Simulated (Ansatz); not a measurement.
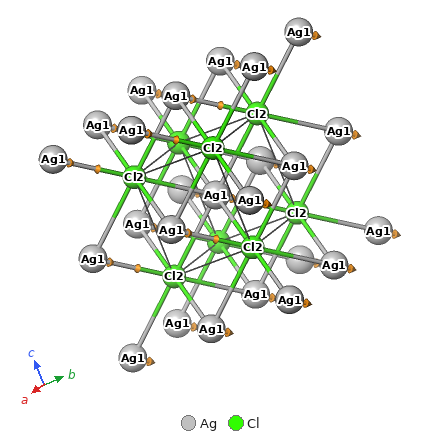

The system is AgCl (Fm-3m, No. 225; 2 atoms in the cell); the picture shows the reference structure; orange arrows give the pattern of the mode. 
- The energy is mapped over a normal mode and a strain (zone-centre modes of the 2-atom cell of this scan) (x, y and z along the cube axes).
- Coordinates scanned: (1) amplitude of mode 5 (130 cm⁻¹), largest displacement in the unstrained cell; (2) equal normal strain along x and y.
- Nothing is relaxed (the pattern is fixed in fractional coordinates).
- Grid: 7 × 7 points; 28 points were computed and 21 follow by symmetry.
- Points are written as (first, second).
- Energies are in eV per cell, from the lowest grid point.
- Level of theory: DFT LDA, scalar-relativistic, plane waves, PAW (Ansatz 0.2.0). Settings: cutoff 420 eV, k-mesh 10×10×10, gaussian smearing 0.05 eV, no spin polarisation.

Its coordinates:

```xyz
2
Lattice="0.0000 2.6773 2.6773 2.6773 0.0000 2.6773 2.6773 2.6773 0.0000" Properties=species:S:1:pos:R:3 pbc="T T T"
Ag    2.6773    2.6773    2.6773
Cl    0.0000    0.0000    0.0000
```

The input of one point:

```yaml
crystal:
  lattice:
    - [0.0, 2.67731145, 2.67731145]
    - [2.67731145, 0.0, 2.67731145]
    - [2.67731145, 2.67731145, 0.0]
  atoms:
    - { symbol: Ag, position: [0.5, 0.5, 0.5] }
    - { symbol: Cl, position: [0.0, 0.0, 0.0] }
basis:
  ecutwfc: 420
kpoints:
  mp_grid: { grid: [10, 10, 10] }
hamiltonian:
  xc: lda
  pseudopotentials: { kind: paw }
scf:
  occupations: { method: gaussian, width: 0.05 }
output:
  forces: true
  stress: true
  eigenvalues: true
  write_density: true
  write_potential: true
  elf: true
  volumetric_format: npy
```

Range: amplitude of mode 5 (130 cm⁻¹), largest displacement in the unstrained cell from −0.453 to 0.453 Å; equal normal strain along x and y from −4.00 to 4.00 %.

What landscape does the calculation give?

The lowest grid point is at (0.000 Å, 0.00 %). No other kind of well shows on this grid. The highest grid point, (−0.453 Å, −4.00 %), lies 1.32 eV above the lowest. The gap on the k-mesh is 0.6 eV at the lowest point and runs from 0.5 to 1.1 eV over the map.

```tsv
second ↓, first →	−0.453	−0.302	−0.151	0.000	0.151	0.302	0.453
4.00	0.51	0.16	0.06	0.05	0.06	0.16	0.51
2.67	0.59	0.16	0.04	0.02	0.04	0.16	0.59
1.33	0.68	0.19	0.04	0.01	0.04	0.19	0.68
0.00	0.80	0.22	0.04	0.00	0.04	0.22	0.80
−1.33	0.94	0.28	0.06	0.01	0.06	0.28	0.94
−2.67	1.11	0.35	0.09	0.03	0.09	0.35	1.11
−4.00	1.32	0.46	0.14	0.07	0.14	0.46	1.32
```

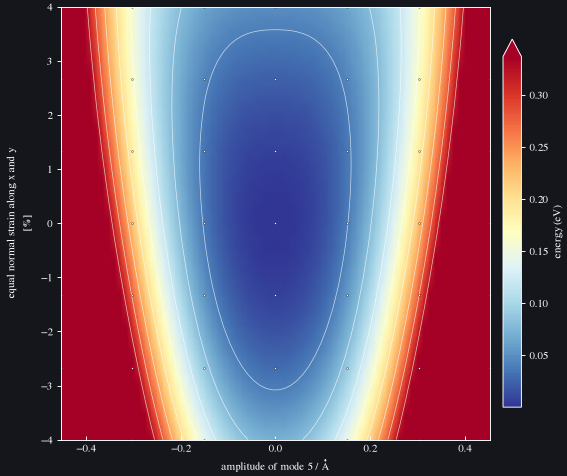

The picture shows a smooth colour map with a few white contour lines, dots at the grid points, one colour for all values above the top of the scale. Between grid points the surface is interpolated.

Each point was launched as `ansatz run input.yaml --threads 1 --pin off --max-ram 2048MiB --backend cpu --events-out ev --progress --plain --runs-dir out`. The whole map (28 points run) took 7.3 min on 1 thread of Arm Neoverse N1, with other jobs on the host.
